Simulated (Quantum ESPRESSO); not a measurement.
## V: 7 runs along one coordinate

System: V (Im-3m, 1 atom in the cell).
Method: Kohn-Sham DFT of a periodic cell, PBEsol, GBRV 1.5 PBEsol, spin-polarised (Quantum ESPRESSO 7.5).

The 7 runs differ only in the geometry, by an even scaling of the cell at fixed fractional positions. The structure derives from an entry of the Crystallography Open Database.

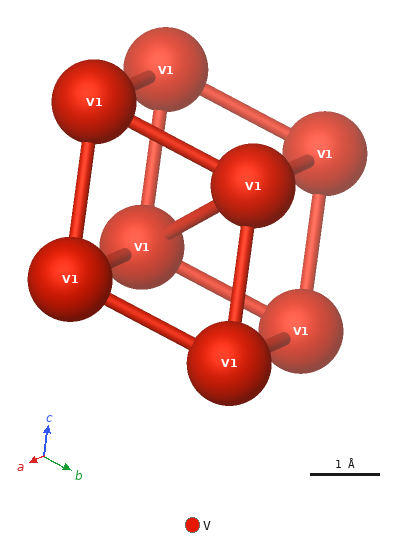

Figure 1. The structure of run 4 (ball-and-stick view of the cell of the calculation, seen slightly off an axis; atoms are numbered from 1 in the order of the input). An atom can appear more than once, as a periodic image.

### Input of run 4
```
&CONTROL
  calculation = 'scf'
  prefix = 'pwscf'
  outdir = './tmp'
  pseudo_dir = './pseudo'
  tprnfor = .true.
  tstress = .true.
  disk_io = 'low'
/
&SYSTEM
  ibrav = 0
  nat = 1
  ntyp = 1
  ecutwfc = 45
  ecutrho = 360
  nbnd = 15
  occupations = 'smearing'
  smearing = 'fd'
  degauss = 0.00367493
  nspin = 2
  starting_magnetization(1) = 0.1538
/
&ELECTRONS
  conv_thr = 2d-10
  electron_maxstep = 120
  mixing_beta = 0.3
/
ATOMIC_SPECIES
V     50.9415 v_pbesol_v1.4.uspp.F.UPF
CELL_PARAMETERS angstrom
  -1.5143500000    1.5143500000    1.5143500000
   1.5143500000   -1.5143500000    1.5143500000
   1.5143500000    1.5143500000   -1.5143500000
ATOMIC_POSITIONS crystal
V      0.0000000000    0.0000000000    0.0000000000
K_POINTS automatic
12 12 12 0 0 0
```

### File pp_density.in of run 4
```
&INPUTPP
  prefix = 'pwscf'
  outdir = './tmp'
  filplot = 'density.dat'
  plot_num = 0
/
&PLOT
  nfile = 1
  filepp(1) = 'density.dat'
  iflag = 3
  output_format = 6
  fileout = 'density.cube'
/
```

### File pp_potential.in of run 4
```
&INPUTPP
  prefix = 'pwscf'
  outdir = './tmp'
  filplot = 'potential.dat'
  plot_num = 11
/
&PLOT
  nfile = 1
  filepp(1) = 'potential.dat'
  iflag = 3
  output_format = 6
  fileout = 'potential.cube'
/
```

### File pp_spin.in of run 4
```
&INPUTPP
  prefix = 'pwscf'
  outdir = './tmp'
  filplot = 'spin.dat'
  plot_num = 6
/
&PLOT
  nfile = 1
  filepp(1) = 'spin.dat'
  iflag = 3
  output_format = 6
  fileout = 'spin.cube'
/
```

Command:
```bash
OMP_NUM_THREADS=1 mpirun -n 2 pw.x -nk 2 -in pw.in > pw.out
OMP_NUM_THREADS=1 mpirun -n 1 pp.x -in pp_density.in > pp_density.out
OMP_NUM_THREADS=1 mpirun -n 1 pp.x -in pp_potential.in > pp_potential.out
OMP_NUM_THREADS=1 mpirun -n 1 pp.x -in pp_spin.in > pp_spin.out
```

Run 6 has the same physical settings and fractional positions; its lattice vectors (Å) are:
```
  -1.534278    1.534278    1.534278
   1.534278   -1.534278    1.534278
   1.534278    1.534278   -1.534278
```

### Results, with one run withheld

```csv
run,volume per atom (Å³),"free energy per atom, from the lowest run given (meV)",pressure (GPa)
1,13.058,0.00,−1.93
2,13.336,6.54,−5.70
3,13.613,19.29,−9.12
4,13.891,37.71,−12.21
5,14.169,61.25,−15.03
6,14.447,?,?
7,14.725,121.76,−19.82
```

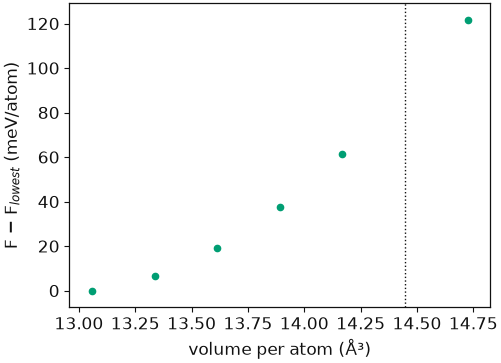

Figure 2. Free energy per atom of the runs given; the dotted line marks run 6.

What should run 6 give?

A cubic polynomial in V^(−2/3) (the Birch–Murnaghan form), fitted to the 6 runs given, misses them by at most 0.01 meV per atom. With x = V^(−2/3) − 0.17397 Å⁻², it reads F = 29.797 − 8126.1 x + 5.4386e+05 x² − 4.1954e+05 x³ (meV per atom). At run 6 it gives 89.41 meV per atom, and the run itself gives 89.43. The slope of the fit gives a pressure −dF/dV of −17.48 GPa there, and the run prints −17.55 GPa. The two needn't agree exactly: the fit is approximate, and the printed stress is taken on a finite basis. The fit has no minimum inside this range.

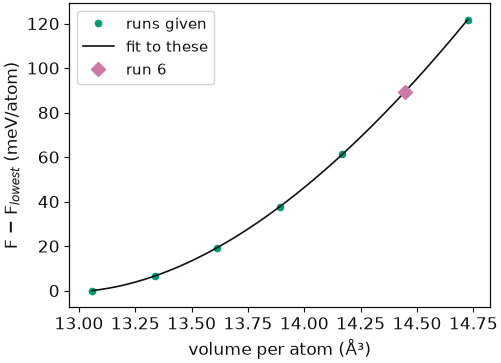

Figure 3. The fit and the withheld run.

### Some lines of the output (run 6)
```
[...]
     total energy              =    -144.97572625 Ry
     total energy              =    -144.97560794 Ry
     total energy              =    -144.97585061 Ry
     total energy              =    -144.97585056 Ry
     total energy              =    -144.97584500 Ry
     total energy              =    -144.97584954 Ry
     total energy              =    -144.97585098 Ry
     total energy              =    -144.97585099 Ry
     total energy              =    -144.97585100 Ry
     the Fermi energy is    15.1395 ev
!    total energy              =    -144.97585100 Ry
     The total energy is F=E-TS. E is the sum of the following terms:
     Computing stress (Cartesian axis) and pressure
          total   stress  (Ry/bohr**3)                   (kbar)     P=     -175.50
```

Notes on the run: negative rho.
